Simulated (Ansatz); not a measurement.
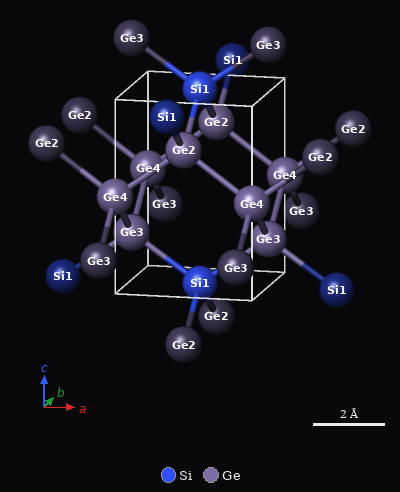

Figure 1. The structure as given in the input (ball-and-stick view of the cell of the calculation, seen slightly off an axis; neighbours outside the cell are drawn fainter; atoms are numbered from 1 in the order of the input). An atom can appear more than once, as a periodic image.

# Ge$_{3}$Si: geometry relaxation

The run: geometry relaxation of Ge$_{3}$Si (P-4m2, 4 atoms in the cell). Method and program: DFT PBE, scalar-relativistic, plane waves, PAW, no spin polarisation (Ansatz 0.2.0).

The structure was made by a generator, so it may or may not be a known phase. Figures and captions count atoms from 1; the log counts them from 0 in places.

### Input
```yaml
crystal:
  lattice:
    - [4.0164051216, 0.0, 0.0]
    - [0.0, 4.0164051216, 0.0]
    - [0.0, 0.0, 5.6662796898]
  atoms:
    - { symbol: Si, position: [0.5, 0.5, 0.0] }
    - { symbol: Ge, position: [0.5, 0.0, 0.7564966487] }
    - { symbol: Ge, position: [0.0, 0.5, 0.2435033513] }
    - { symbol: Ge, position: [0.0, 0.0, 0.5] }
basis:
  ecutwfc: 420
kpoints:
  mp_grid: { grid: [10, 10, 6] }
hamiltonian:
  xc: pbe
scf:
  occupations: { method: gaussian, width: 0.01 }
output:
  forces: true
  stress: true
  eigenvalues: true
  write_density: true
  write_potential: true
  elf: true
  volumetric_format: npy
relax:
  adjacent_minimum: "off"
  f_tol: 0.01
  max_steps: 80
  cell: { stress_tol: 0.05 }
```

Launched with:
```bash
ansatz run input.yaml --threads 1 --pin off --max-ram 2560MiB --backend cpu --events-out ev --progress --plain --runs-dir out
```

### What the program printed
```
Engine: ansatz 0.2.0, x86_64-unknown-linux-gnu
Pseudopotentials: kind: paw
Pseudopotential: Si, paw, valence charge 4, recommended cutoff 420 eV (normal), Si.paw.azcp
Pseudopotential: Ge, paw, valence charge 14, recommended cutoff 420 eV (normal), Ge.paw.azcp
Functional definition: PBE
  parameter kappa = 0.804
  parameter beta = 0.06672455060314922
  exchange = pbe_x(kappa = kappa, mu = beta*pi^2/3)
  correlation = pbe_c(beta = beta)
Crystal: 4 atoms, lattice volume = 91.406 Å³
Basis set: ecut = 420 eV, 1811 PW (Γ), exchange–correlation on 54×54×80 points (8 copies of the dense FFT grid, shifted against one another)
Bands: 28, of which v1, the nominal top of the filled ones, is band 23 counted from 1 (22 counted from 0)
Symmetry: 8 space group operations
Space group: P-4m2 (ITA 115), of the structure as read, at distance tolerance 4.5e-5 Å
k-points: 84 of 600 (time reversal used)
Non-local potential: Si, projectors of the file, l = 0: 2, l = 1: 2, l = 2: 2
Non-local potential: Ge, projectors of the file, l = 0: 2, l = 1: 2, l = 2: 3, l = 3: 1
PAW form: soft (Blöchl's): semilocal exchange-correlation on the pseudo side does not see the compensation charge
PAW one-centre angular grid: Si, 110 points (default); XC on 64 Gauss nodes
PAW one-centre angular grid: Ge, 590 points (default); XC on 64 Gauss nodes
Initial density: superposition of atomic densities (neutral atoms: chi_scale 0, normalization atom), corrected by the library's trained network
Initial wavefunctions: pseudopotential atomic-orbital guess
Functional: x = pbe(κ = 0.804, μ = 0.2195149727645171), c = pbe(β = 0.06672455060314922)
SCF iter   1: F=—  HF=-13520.695869 eV  |F-HF|=—  |Δ(HF+E_count)|=         —  Δρ=1.44e-3  dr2=2.21e-3  ethr=1.77e-3  ⟨swp⟩=6.8  Hψ=10596  notcnv=0
preconditioner: auto → Resta (q_TF=auto, 2.433 Å⁻¹)  ε∞=2.6  [insulator: Δε(μ)=0.170 eV  Ē_g=20.850 eV  σ=0.010 eV  W_gap=1.00  n_scr=20 (ndim 8)  ℏωp=26.3 eV  f_vac=0.039  D(μ)=0.00/eV (n_scr^D=0)  ε∞_Penn≈2.6]
SCF iter   2: F=—  HF=-13520.694824 eV  |F-HF|=—  |Δ(HF+E_count)|=   1.04e-3  Δρ=9.75e-4  dr2=9.23e-4  ethr=4.80e-6  ⟨swp⟩=2.0  Hψ=5291  notcnv=0  defer=77
SCF iter   3: F=—  HF=-13520.694764 eV  |F-HF|=—  |Δ(HF+E_count)|=   5.99e-5  Δρ=4.16e-4  dr2=2.22e-4  ethr=2.01e-6  ⟨swp⟩=2.0  Hψ=4536  notcnv=0  defer=77
SCF iter   4: F=—  HF=-13520.694845 eV  |F-HF|=—  |Δ(HF+E_count)|=   8.02e-5  Δρ=1.73e-4  dr2=1.58e-5  ethr=4.83e-7  ⟨swp⟩=2.0  Hψ=3172  notcnv=0  defer=77
SCF iter   5: F=—  HF=-13520.694861 eV  |F-HF|=—  |Δ(HF+E_count)|=   1.63e-5  Δρ=4.98e-5  dr2=1.54e-6  ethr=3.43e-8  ⟨swp⟩=2.0  Hψ=4176  notcnv=0  defer=77
SCF iter   6: F=—  HF=-13520.694863 eV  |F-HF|=—  |Δ(HF+E_count)|=   2.22e-6  Δρ=1.11e-5  dr2=1.31e-7  ethr=3.34e-9  ⟨swp⟩=2.0  Hψ=4200  notcnv=0  defer=77
SCF iter   7: F=-13520.694863 eV  HF=-13520.694863 eV  |F-HF|=2.77e-8  |Δ(HF+E_count)|=   3.92e-8  Δρ=5.76e-6  dr2=1.36e-8  ethr=2.17e-10  ⟨swp⟩=11.4  Hψ=15399  notcnv=0
SCF 1 converged in 7 iterations: F = -13520.694863 eV  dr2 = 1.36e-8
  greatest PAW one-centre occupation: 0.998 electrons in one spin orbital (limit 2), on the Ge atom at site 3 (counted from 0), in its partial waves of l = 2
relax step   1: F+E_penalty+E_count = -13520.69486302 eV  Δ(F+E_penalty+E_count) = +0.000e0 eV  max|allowed force component| = 2.209e-3 eV/Å  Δτ_max = 0.0000 Å  P = +0.039 GPa  Ω = 91.406 Å³  (7 SCF iters, dr2 threshold 1.00e-7 eV, accepted)
Crystal: 4 atoms, lattice volume = 91.451 Å³
Basis set: ecut = 420 eV, 1803 PW (Γ), exchange–correlation on 54×54×80 points (8 copies of the dense FFT grid, shifted against one another)
Initial density: handed on by an earlier stage of this run
Initial wavefunctions: those handed on with the density
iter 1 solved again at ethr=2.19e-8 eV; its pass at ethr=3.10e-3 eV (dr2=1.01e-5 eV) is discarded
SCF iter   1: F=—  HF=-13520.694907 eV  |F-HF|=—  |Δ(HF+E_count)|=         —  Δρ=1.31e-4  dr2=9.00e-6  ethr=2.19e-8  ⟨swp⟩=3.1  Hψ=13831  notcnv=0
preconditioner: auto → Resta (q_TF=auto, 2.433 Å⁻¹)  ε∞=2.6  [insulator: Δε(μ)=0.158 eV  Ē_g=20.851 eV  σ=0.010 eV  W_gap=1.00  n_scr=20 (ndim 8)  ℏωp=26.3 eV  f_vac=0.033  D(μ)=0.00/eV (n_scr^D=0)  ε∞_Penn≈2.6]
SCF iter   2: F=—  HF=-13520.694932 eV  |F-HF|=—  |Δ(HF+E_count)|=   2.45e-5  Δρ=7.70e-5  dr2=3.16e-6  ethr=1.96e-8  ⟨swp⟩=1.0  Hψ=2352  notcnv=0
SCF iter   3: F=-13520.694933 eV  HF=-13520.694933 eV  |F-HF|=5.83e-8  |Δ(HF+E_count)|=   1.29e-6  Δρ=6.58e-6  dr2=2.98e-8  ethr=1.40e-10  ⟨swp⟩=6.7  Hψ=14950  notcnv=0
SCF 2 converged in 3 iterations: F = -13520.694933 eV  dr2 = 2.98e-8
relax step   2: F+E_penalty+E_count = -13520.69493278 eV  Δ(F+E_penalty+E_count) = -6.976e-5 eV  max|allowed force component| = 2.965e-5 eV/Å  Δτ_max = 0.0002 Å  P = +0.006 GPa  Ω = 91.451 Å³  energy of the carried Pulay correction = -6.954e-6 eV  (3 SCF iters, dr2 threshold 6.44e-8 eV, accepted)
Initial wavefunctions: pseudopotential atomic-orbital guess (no wavefunctions were taken with the density)
iter 1 solved again at ethr=2.80e-7 eV; its pass at ethr=3.10e-3 eV (dr2=1.29e-4 eV) is discarded
SCF iter   1: F=—  HF=-13520.691524 eV  |F-HF|=—  |Δ(HF+E_count)|=         —  Δρ=3.86e-4  dr2=3.23e-6  ethr=2.80e-7  ⟨swp⟩=2.4  Hψ=15684  notcnv=0
preconditioner: auto → Resta (q_TF=auto, 2.433 Å⁻¹)  ε∞=2.6  [insulator: Δε(μ)=0.159 eV  Ē_g=20.852 eV  σ=0.010 eV  W_gap=1.00  n_scr=20 (ndim 8)  ℏωp=26.3 eV  f_vac=0.033  D(μ)=0.00/eV (n_scr^D=0)  ε∞_Penn≈2.6]
SCF iter   2: F=—  HF=-13520.694085 eV  |F-HF|=—  |Δ(HF+E_count)|=   2.56e-3  Δρ=1.94e-4  dr2=7.20e-7  ethr=7.02e-9  ⟨swp⟩=2.1  Hψ=3404  notcnv=0
SCF iter   3: F=—  HF=-13520.694930 eV  |F-HF|=—  |Δ(HF+E_count)|=   8.44e-4  Δρ=2.46e-5  dr2=3.58e-8  ethr=1.57e-9  ⟨swp⟩=2.0  Hψ=3001  notcnv=0
SCF iter   4: F=—  HF=-13520.694943 eV  |F-HF|=—  |Δ(HF+E_count)|=   1.32e-5  Δρ=2.54e-6  dr2=5.20e-9  ethr=7.78e-11  ⟨swp⟩=2.0  Hψ=4284  notcnv=0
SCF iter   5: F=—  HF=-13520.694943 eV  |F-HF|=—  |Δ(HF+E_count)|=   1.66e-8  Δρ=8.51e-7  dr2=1.08e-9  ethr=1.13e-11  ⟨swp⟩=2.0  Hψ=4284  notcnv=0
SCF iter   6: F=-13520.694943 eV  HF=-13520.694943 eV  |F-HF|=5.46e-11  |Δ(HF+E_count)|=   2.55e-9  Δρ=1.46e-7  dr2=2.76e-11  ethr=1.00e-12  ⟨swp⟩=4.2  Hψ=11387  notcnv=0
SCF 3 converged in 6 iterations: F = -13520.694943 eV  dr2 = 2.76e-11
relax step   3: F+E_penalty+E_count = -13520.69494289 eV  Δ(F+E_penalty+E_count) = -1.010e-5 eV  max|allowed force component| = 3.684e-5 eV/Å  Δτ_max = 0.0000 Å  P = +0.007 GPa  Ω = 91.451 Å³  stress off target by 4.12e-2 GPa  SCF on the basis re-selected at this cell (its energy is not comparable with the rows above)  (6 SCF iters)
```

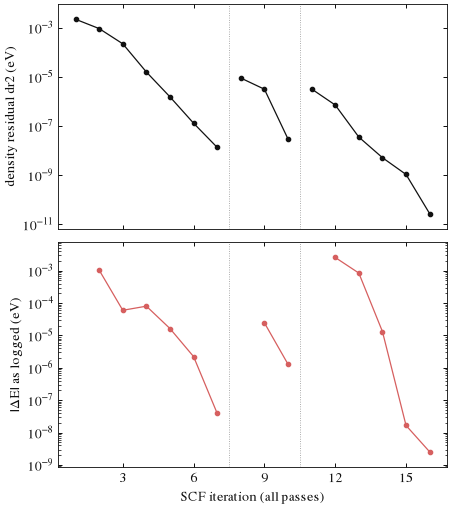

Figure 2. Convergence of the self-consistent field: density residual dr2 and size of the energy change against the SCF iteration. The dotted lines part the SCF passes of the relaxation: geometry steps, rejected trials and re-solves on a re-selected basis. The passes take 7, 3 and 6 iterations.

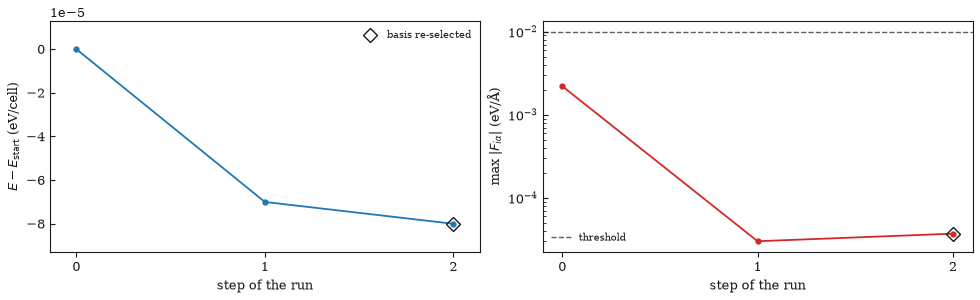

Figure 3. Progress of the relaxation, step by step (the first geometry is step 0 here and step 1 in the log). The energy falls by 0.1 meV per cell of the calculation in 1 geometry step. Largest force component: 0.0022 eV/Å at the start, under 0.0001 eV/Å at the end. The pressure goes from 0.04 to 0.01 GPa. The atoms keep their places relative to the cell (all moves are under 0.005 Å). The volume changes by +0.1 %, with a = b 4.016 → 4.013 Å (−0.1 %), c 5.666 → 5.680 Å (+0.2 %). The space group stays P-4m2 (No. 115). A last SCF at the same geometry on a re-selected plane-wave basis shifts the energy by next to nothing (0.0 meV per cell of the calculation).

```
basis re-selected at this cell: Δ(F+E_penalty+E_count) = -1.010e-5 eV, ΔP = +0.000 GPa vs the last step (what re-selecting the basis moved, of the pressure what is left beyond the Pulay correction that the steps carried, after the strain that the cell walked since its last selection, with what the two solves' SCF thresholds leave and, on support functions, any second-order correction that the steps lacked; it is no measure of the basis error at this ecutwfc). This SCF's stress stands 4.12e-2 GPa from its target on what of the cell is left free (relax.cell.stress_tol is 5.00e-2 GPa) and its largest allowed force component is 3.68e-5 eV/Å (relax.f_tol is 1.00e-2 eV/Å): within both
SCF converged after 6 iterations
Free energy (F): -13520.694943 eV
Harris-Foulkes:  -13520.694943 eV  (|F-HF|=5.46e-11)
Internal energy: -13520.694943 eV  (E = F + TS)
E sigma→0 (E₀):  -13520.694943 eV
Fermi energy:    7.642709 eV
--- Per-component energies (eV) ---
  E_band       = -472.912983
  E_kinetic    = 372.719437
  E_local      = -7900.598993  (includes V_loc(G=0)·N_el)
  E_nonlocal   = 1281.250499
  E_hartree    = 3477.346429
  E_xc         = -280.979404
  E_vxc        = -239.359837  (∫ρ·V_xc dr)
  E_paw        = -6572.464984  (= ΣΔE_a)
  E_vpaw       = -941.618193  (= ΣTr[D̂ρ^β])
  E_aug_tail   = 0.001006  (compensation charges beyond the density's cutoff)
  E_ewald      = -3897.968933
  E_smearing   = -0.000000  (= −TS)
  E_closure    = -0.000000  (closes the sum)
  Σ components = -13520.694943   (vs F -13520.694943, Δ=0.00e0)
--- Forces (eV/Å), atoms counted from 1 ---
  atom   1  Si     0.00000000     0.00000000    -0.00000000
  atom   2  Ge     0.00000000    -0.00000000     0.00003684
  atom   3  Ge     0.00000000    -0.00000000    -0.00003684
  atom   4  Ge     0.00000000     0.00000000    -0.00000000
  max |Σ_I F_I| component: 5.55e-17 eV/Å
--- Stress (GPa, compression-positive) ---
        0.030600      -0.000000      -0.000000
       -0.000000       0.030600      -0.000000
       -0.000000      -0.000000      -0.041175
  P = ⅓ Tr σ = 0.0067 GPa (0.067 kbar)
--- Band table (eV; the first three rows and the last of 84) ---
  k-point 0: bands = ["-17.0763", "-17.0763", "-17.0320", "-17.0183", "-16.9901", "-16.9189", "-16.9160", "-16.9160", "-16.9149", "-16.8982", "-16.8458", "-16.8388", "-16.8341", "-16.7980", "-16.7980", "-4.7489", "-1.1389", "-0.7370", "4.6438", "4.6438", "7.5007", "7.5636", "7.5636", "7.9681", "8.2996", "8.4718", "10.0702", "10.0702"]
  k-point 1: bands = ["-17.0763", "-17.0763", "-17.0321", "-17.0182", "-16.9899", "-16.9193", "-16.9156", "-16.9156", "-16.9143", "-16.8987", "-16.8455", "-16.8389", "-16.8340", "-16.7983", "-16.7983", "-4.6387", "-2.0663", "0.3308", "4.7544", "4.7544", "6.1835", "7.1290", "7.1290", "8.1361", "8.8201", "9.3239", "9.8516", "10.6447"]
  k-point 2: bands = ["-17.0764", "-17.0764", "-17.0324", "-17.0182", "-16.9895", "-16.9194", "-16.9148", "-16.9148", "-16.9139", "-16.8998", "-16.8448", "-16.8390", "-16.8339", "-16.7991", "-16.7991", "-4.3118", "-2.9974", "1.6738", "4.6687", "5.0784", "5.0784", "6.3651", "6.3651", "8.2311", "9.1508", "9.6500", "10.4474", "11.8231"]
  k-point 83: bands = ["-17.0873", "-17.0529", "-17.0529", "-16.9880", "-16.9599", "-16.9207", "-16.9064", "-16.9064", "-16.9044", "-16.8979", "-16.8979", "-16.8631", "-16.8158", "-16.8158", "-16.7855", "-1.0517", "-1.0517", "-0.9391", "-0.2856", "3.7990", "3.8401", "3.8573", "3.8573", "11.7049", "11.7049", "11.8935", "12.0038", "12.1579"]
--- Relaxed structure (2 steps of the walk, 2 accepted, 1 SCFs on fresh bases) ---
  F+E_penalty+E_count = -13520.69494289 eV   max|allowed force component| = 3.684e-5 eV/Å   (the final SCF, on the basis selected at the relaxed cell)
  cell:  # Å, volume = 91.4514 Å³
    - [4.012631351168135, 4.2929944710766436e-35, 1.373758230744526e-33]
    - [4.2929944710766436e-35, 4.012631351168135, 0.0]
    - [1.9380759972894286e-33, 0.0, 5.679782591556634]
  atoms:
    - { symbol: Si, position: [0.5, 0.5, 0.0] }
    - { symbol: Ge, position: [0.5, 1.3363823550460978e-51, 0.7564559529819203] }
    - { symbol: Ge, position: [-1.9180634284422089e-34, 0.5, 0.2435440470180798] }
    - { symbol: Ge, position: [-1.9180634284422087e-34, 0.0, 0.5] }
```

### Trajectory as extended XYZ (Å, eV, eV/Å), 3 frames, from step=1 to step=3
```
4
Lattice="4.0164 0.0000 0.0000 0.0000 4.0164 0.0000 0.0000 0.0000 5.6663" Properties=species:S:1:pos:R:3:forces:R:3 step=1 energy=-13520.69486 pressure_GPa=0.04
Si    2.0082    2.0082    0.0000    0.0000   0.0000   0.0000
Ge    2.0082    0.0000    4.2865    0.0000   0.0000  -0.0022
Ge    0.0000    2.0082    1.3798    0.0000   0.0000   0.0022
Ge    0.0000    0.0000    2.8331    0.0000   0.0000   0.0000
4
Lattice="4.0126 0.0000 0.0000 0.0000 4.0126 0.0000 0.0000 0.0000 5.6798" Properties=species:S:1:pos:R:3:forces:R:3 step=2 energy=-13520.69493 pressure_GPa=0.01
Si    2.0063    2.0063    0.0000    0.0000   0.0000   0.0000
Ge    2.0063    0.0000    4.2965    0.0000   0.0000   0.0000
Ge    0.0000    2.0063    1.3833    0.0000   0.0000   0.0000
Ge    0.0000    0.0000    2.8399    0.0000   0.0000   0.0000
4
Lattice="4.0126 0.0000 0.0000 0.0000 4.0126 0.0000 0.0000 0.0000 5.6798" Properties=species:S:1:pos:R:3:forces:R:3 step=3 energy=-13520.69494 pressure_GPa=0.01
Si    2.0063    2.0063    0.0000    0.0000   0.0000   0.0000
Ge    2.0063    0.0000    4.2965    0.0000   0.0000   0.0000
Ge    0.0000    2.0063    1.3833    0.0000   0.0000   0.0000
Ge    0.0000    0.0000    2.8399    0.0000   0.0000   0.0000
```

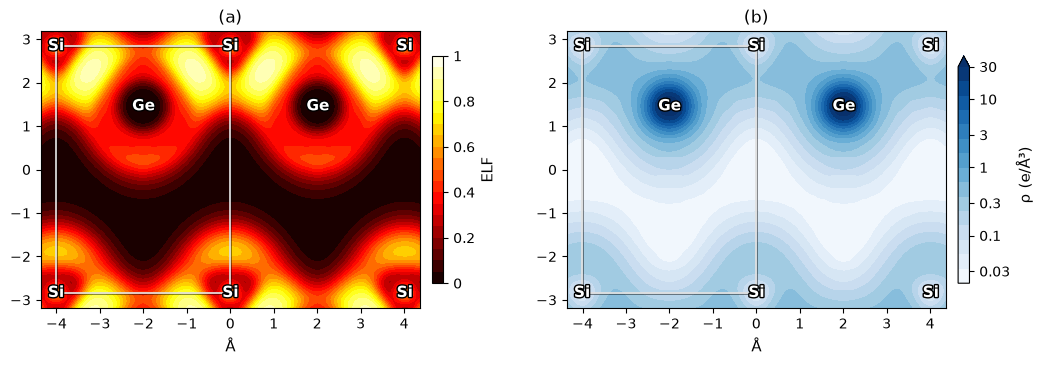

Figure 4. (a) ELF; (b) valence charge density (pseudo) on the (100) plane of the conventional cell. Away from the nuclei the density in this plane falls to 0.01 e/Å³ at its lowest. The fields are those of the smooth PAW valence density.

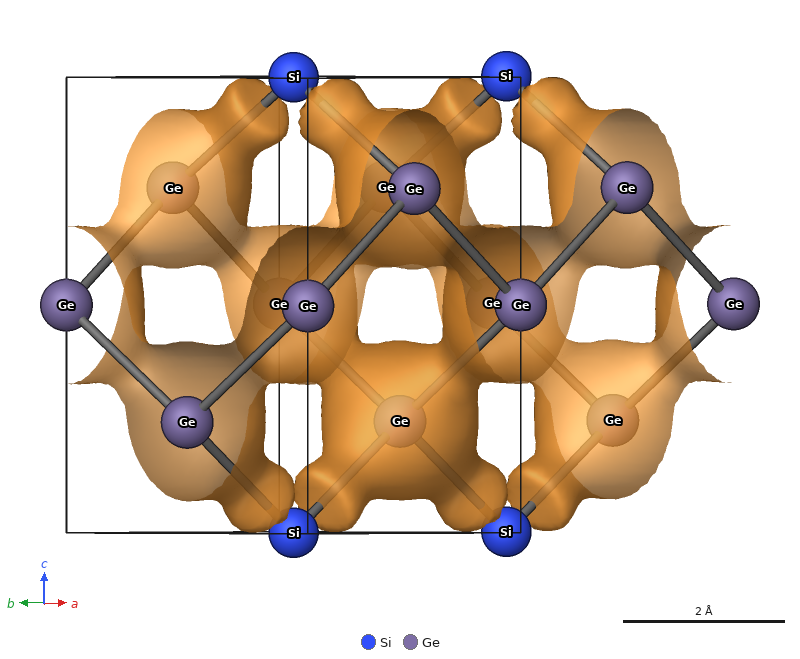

Figure 5. Isosurface of the valence charge density (pseudo) at 0.4 e/Å³ (orange), seen at an oblique angle. Sticks mark near contacts. The outline is the cell set on symmetry axes. At this value the density is joined into sheets; it holds about 75 % of the electrons treated as valence (semicore included). On the grid the lowest density along these lines, outside the cores, is 0.51 e/Å³ (Si–Ge, 2.44 Å) and 0.49 e/Å³ (Ge–Ge, 2.48 Å).

### Summary

| quantity | value |
| --- | --- |
| outcome | converged |
| space group (tolerance 0.01 Å) | P-4m2 (115) |
| electrons treated | 46 |
| free energy | −13520.6949 eV |
| Fermi energy | 7.643 eV |
| gap on the k-point mesh | 0.16 eV |
| pressure | 0.01 GPa |
| final volume | 91.45 Å³ |
| largest force (length of the vector) at the end | under 0.001 eV/Å |
| final cell | a = 4.013 Å, b = 4.013 Å, c = 5.680 Å, α = 90.00°, β = 90.00°, γ = 90.00° |
| hardware | 1 thread of Intel Xeon @ 2.50GHz (Skylake/Cascade Lake), 189 GiB of memory available, shared host |
| wall time | 1.8 min |
| peak memory | 0.48 GiB |
